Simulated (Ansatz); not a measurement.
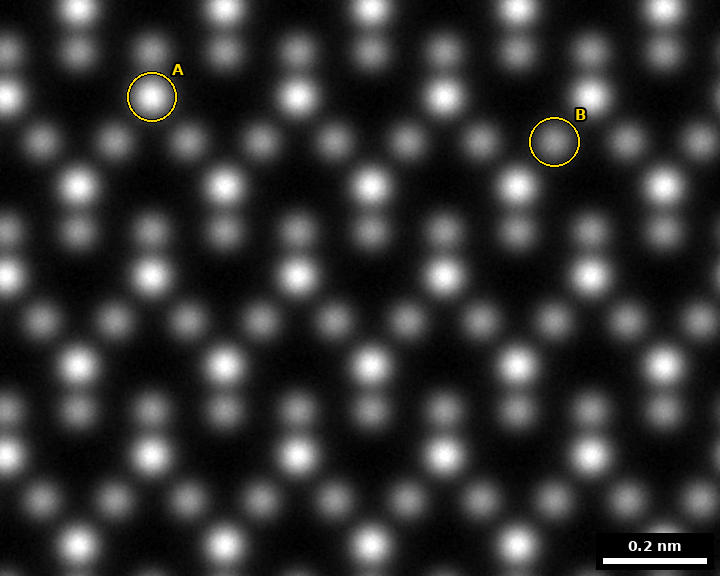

Dark-field STEM-like image of Si (Pm-3n, No. 223) along [211]. Simulation: incoherent imaging, intensity Z^1.6 per atom, probe width 0.54 Å, thin sample. The probe carries 25 % of its weight in a tail 2.5 times as wide. The display is stretched by a gamma of 0.8; percentages refer to the linear signal. Shot noise was added. Structure: a calculation's starting geometry; the starting structure was generated, so it need not be a known form of this composition.

Question: Assign the marked columns.

Answer: A: Si (2 Si per 12.08 Å along the beam; the brightest kind). B: Si (1 Si per 12.08 Å along the beam; about 50 % of the brightest peak). Brightness is counted from the darkest point of the image.
